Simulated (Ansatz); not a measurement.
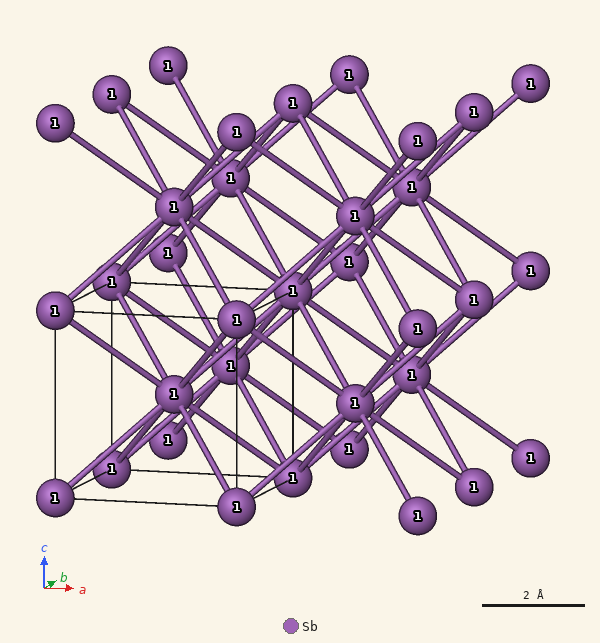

The starting point is a symmetric starting cell of Sb. The picture is a ball-and-stick view of the conventional cell (2 times the calculation's cell), repeated 2 × 2 × 2 with one cell outlined, seen slightly off an axis. Lengths and directions refer to the drawn axes.

Level of theory: Ansatz, DFT PBEsol, scalar-relativistic, plane waves, PAW. (plane-wave cutoff 420 eV; k-point mesh 16 × 16 × 16; occupations gaussian; smearing width 0.1 eV; no spin polarisation)

Change: All lengths are scaled by +2.9 % (volume +9.1 %), the atoms keeping their fractional coordinates. No relaxation follows. The starting cell wasn't computed here and needn't be at equilibrium, so pressure and forces aren't due to the change alone.

> Predict the response.

The pressure is −5.2 GPa (not all of it need come from the change, since the unchanged cell can be under pressure at this level too). All forces vanish by symmetry. Near-neighbour distances before and after: Sb–Sb 3.241 → 3.336 Å. The space group stays Im-3m (No. 229).

Drawn alike, the variant:

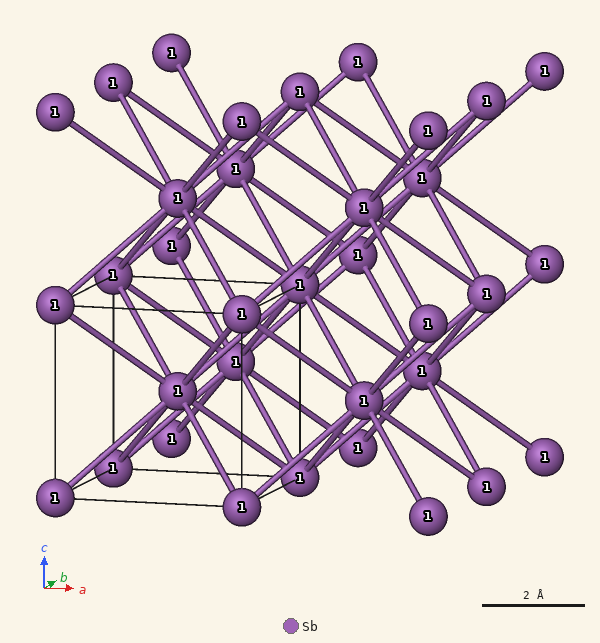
